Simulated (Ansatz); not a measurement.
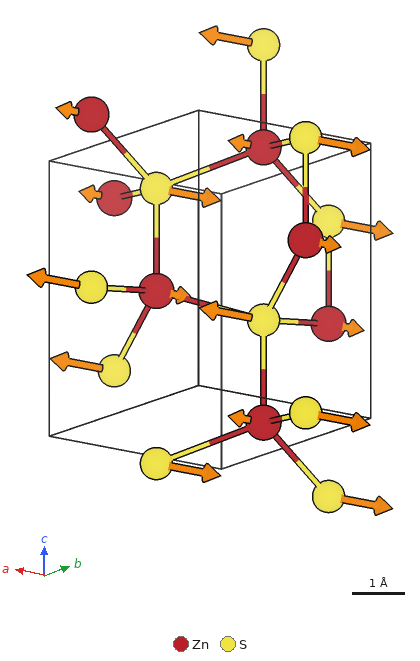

One vibrational mode of a crystal of ZnS relaxed at 7 GPa at the zone centre. The orange arrows give the relative displacements of the atoms. Style: ball-and-stick. Shown: the cell of the calculation, from a free direction.

Computed with DFT LDA, scalar-relativistic, plane waves, PAW in Ansatz. Settings: plane-wave cutoff 420 eV; k-point mesh 12 × 12 × 6; occupations fixed; target pressure 7 GPa; no spin polarisation.

Frequencies are those without the non-analytic (LO–TO) term.

### What mode is this, and where does it lie in the spectrum?

This is the E₂ mode (doubly degenerate; one member of the set is drawn) at 338 cm⁻¹, optical level 4 of 5, counted from below, Raman-active by symmetry. All motion is along a; atoms of one kind move against one another, with no net shift of any sublattice; it stretches the shortest S–Zn bonds (2.24 Å); the kinetic energy is shared as S 72 %, Zn 28 %.
